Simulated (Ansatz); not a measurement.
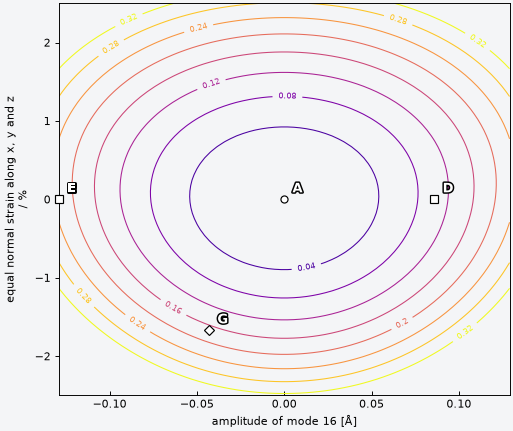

HfO₂ (P4_2/mnm, No. 136; 6 atoms in the cell). 
- The energy is mapped over a normal mode and a strain (zone-centre modes of the 6-atom cell of this scan) (x along [1 0 0], y along [0 1 0], z along [0 0 1] of the conventional cell).
- Coordinates scanned: (1) amplitude of mode 16 (481 cm⁻¹), largest displacement in the unstrained cell; (2) equal normal strain along x, y and z.
- Nothing is relaxed (the pattern is fixed in fractional coordinates).
- The scan uses a 7 × 7 grid; 28 points were computed and 21 follow by symmetry.
- Points are written as (first, second).
- Energies: eV per cell, counted from the lowest grid point.
- The calculation used DFT PBEsol, scalar-relativistic, plane waves, PAW in Ansatz 0.2.0. Settings: cutoff 520 eV, k-mesh 6×6×8 in the order of the run's cell vectors, gaussian smearing 0.05 eV, no spin polarisation.

The picture shows contour lines labelled in eV (none above 0.32), lettered points. Between grid points the surface is interpolated.

Q: Is E the lowest point of the computed grid?

A: No. E lies 0.229 eV above the lowest grid point, which is at (0.000 Å, 0.00 %).

Q: Rank the lettered points by energy, lowest first.

A: A (0.000 eV), D (0.101 eV), G (0.171 eV), E (0.229 eV).

PAW datasets: the set soft_1.
